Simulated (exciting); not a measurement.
**A series of single points on Ho**

System: Ho (Fm-3m, 1 atom in the cell).
Method: Kohn-Sham DFT of a periodic cell, PBEsol, all-electron LAPW+lo, shipped species files, spin-polarised (exciting sodium).

The 7 runs differ only in the geometry, by an even scaling of the cell at fixed fractional positions. The structure derives from a Materials Project entry.

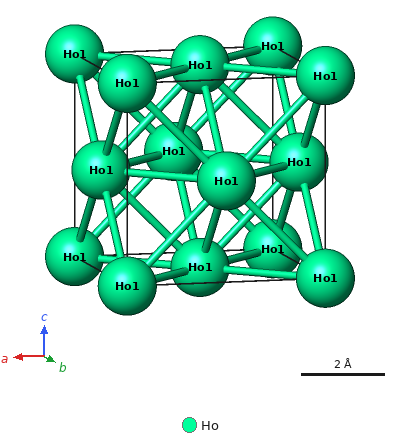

Figure 1. The structure of run 4 (ball-and-stick view of the cell 4 times as large as that of the calculation, set on its symmetry axes, seen at an oblique angle; atoms are numbered from 1 in the order of the input).

### Input of run 4
```
<input>
  <title>Ho</title>
  <structure speciespath="./" tshift="false">
    <crystal scale="1">
      <basevect>0.000000000000 4.713440590051 4.713440590051</basevect>
      <basevect>4.713440590051 0.000000000000 4.713440590051</basevect>
      <basevect>4.713440590051 4.713440590051 0.000000000000</basevect>
    </crystal>
    <species speciesfile="Ho.xml" rmt="2.3">
      <atom coord="0.000000000000 0.000000000000 0.000000000000" bfcmt="0 0 -8"/>
    </species>
  </structure>
  <groundstate do="fromscratch" ngridk="9 9 9" rgkmax="9.5" gmaxvr="14" lmaxapw="10" lmaxmat="10" lmaxvr="8" xctype="GGA_PBE_SOL" stype="Fermi Dirac" swidth="0.00183747" nempty="22" ValenceRelativity="iora*" epsengy="1e-05" epspot="1e-05" maxscl="90" tforce="true" outputlevel="normal">
    <spin reducebf="0.5"/>
  </groundstate>
</input>
```

Command:
```bash
OMP_NUM_THREADS=1 exciting_smp
```

Run 5 has the same physical settings and fractional positions; its lattice vectors (Å) are:
```
   0.000000    2.510764    2.510764
   2.510764    0.000000    2.510764
   2.510764    2.510764    0.000000
```

### Results, with one run withheld

| run | volume per atom (Å³) | free energy per atom, from the lowest run given (meV) |
| --- | --- | --- |
| 1 | 29.173 | 10.87 |
| 2 | 29.793 | 4.76 |
| 3 | 30.414 | 1.66 |
| 4 | 31.035 | 0.00 |
| 5 | 31.655 | ? |
| 6 | 32.276 | 2.55 |
| 7 | 32.897 | 7.04 |

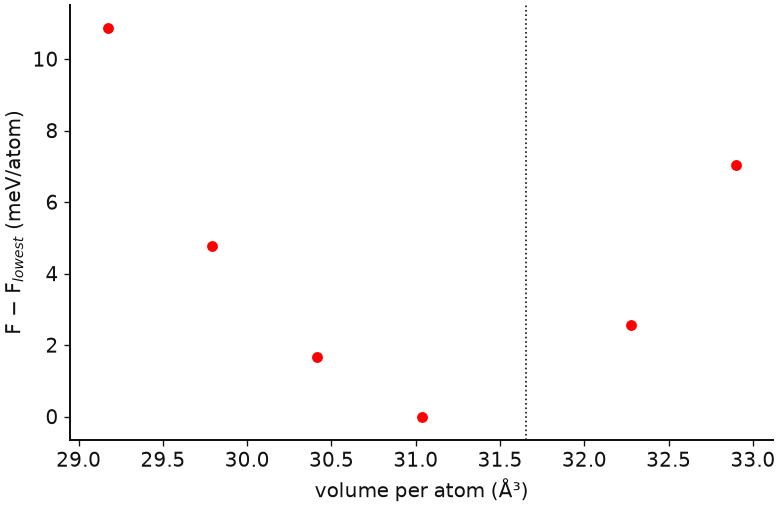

Figure 2. Free energy per atom of the runs given; the dotted line marks run 5.

Fit the runs given and predict run 5.

A cubic polynomial in V^(−2/3) (the Birch–Murnaghan form), fitted to the 6 runs given, misses them by at most 0.30 meV per atom. With x = V^(−2/3) − 0.10159 Å⁻², it reads F = 0.10396 + 753.33 x + 5.3279e+05 x² − 8.8723e+06 x³ (meV per atom). At run 5 it gives 0.36 meV per atom, and the run itself gives 0.84. The fit has its minimum at 31.203 Å³ per atom, where V d²F/dV² gives 25.6 GPa: the bulk modulus at this level, since symmetry fixes the shape and the positions.

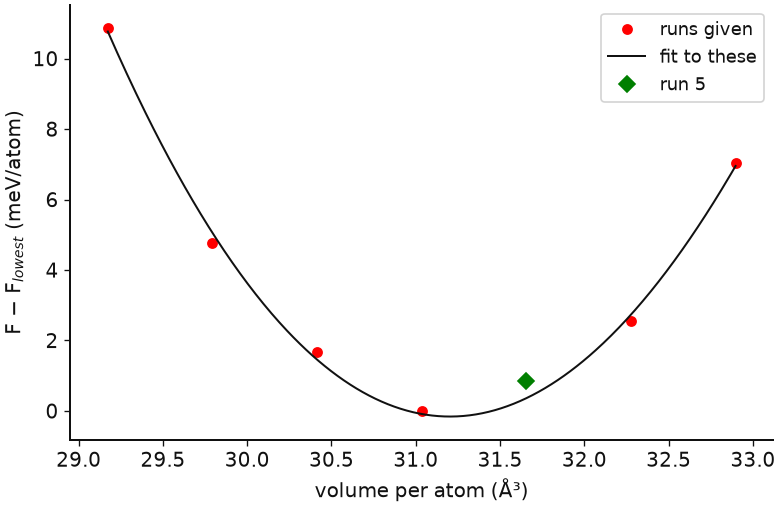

Figure 3. The fit and the withheld run.

### Some lines of the output (run 5)
```
[...]
 Total energy                               :    -12624.45927023
 DOS at Fermi energy (states/Ha/cell)       :       149.78192336
 Absolute change in total energy   (target) :  0.996650E-04  ( 0.100000E-04)
 Total energy                               :    -12624.45921932
 DOS at Fermi energy (states/Ha/cell)       :       149.78218465
 Absolute change in total energy   (target) :  0.509118E-04  ( 0.100000E-04)
 Total energy                               :    -12624.45922857
 DOS at Fermi energy (states/Ha/cell)       :       149.78213458
 Absolute change in total energy   (target) :  0.925120E-05  ( 0.100000E-04)
 Total energy                               :    -12624.45922272
 DOS at Fermi energy (states/Ha/cell)       :       149.78216479
 Absolute change in total energy   (target) :  0.585432E-05  ( 0.100000E-04)
 Total energy                               :    -12624.45922359
 DOS at Fermi energy (states/Ha/cell)       :       149.78216156
```

Notes: Points of doubt noted for this run: forces with spin.
